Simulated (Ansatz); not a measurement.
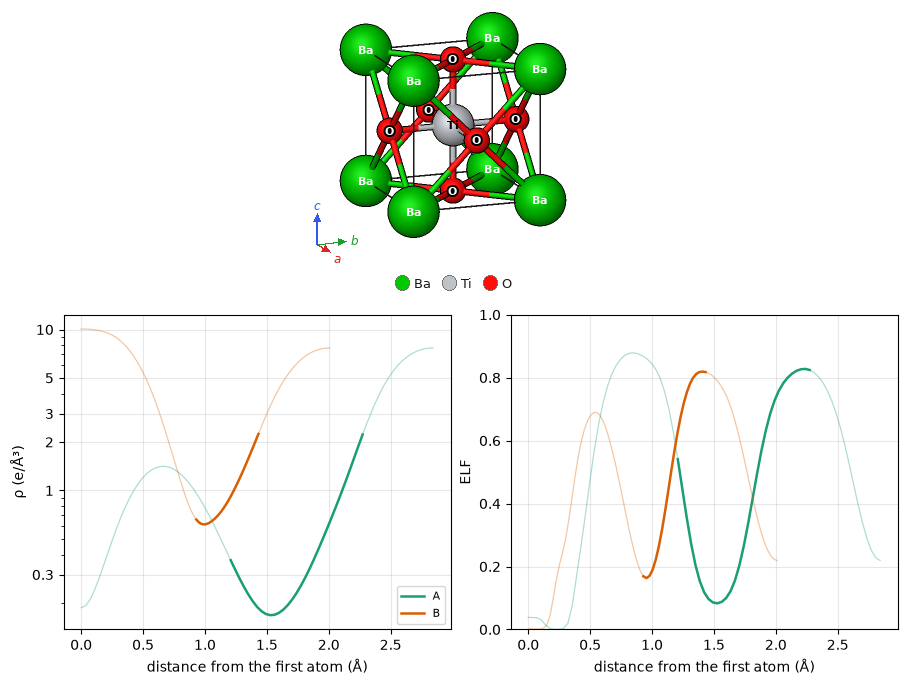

Figure 1: BaTiO3. Valence electron density and electron localisation function along straight lines between neighbouring atoms. Thin, pale parts lie inside the atomic spheres. The structure is drawn too.

Space group Pm-3m; computed without spin polarisation.

The calculation used DFT PBE, scalar-relativistic, plane waves, PAW (Ansatz).

The density is the valence pseudo-density of a PAW calculation; it isn't the true density close to the nuclei.

Which curve belongs to which contact (Ba–O and Ti–O)? The first atom named is at distance zero.

Curve A: Ba–O (2.84 Å): ρ at the midpoint is about 0.19 e/Å³; the ELF is about 0.10 at the midpoint; an ionic contact with no shared pair. Curve B: Ti–O (2.01 Å): ρ is about 0.62 e/Å³ halfway; the ELF peaks at about 0.80 in the valence shell of O, 0.6 Å from its nucleus, and is about 0.20 at the midpoint (no shared electron pair shows on this line).
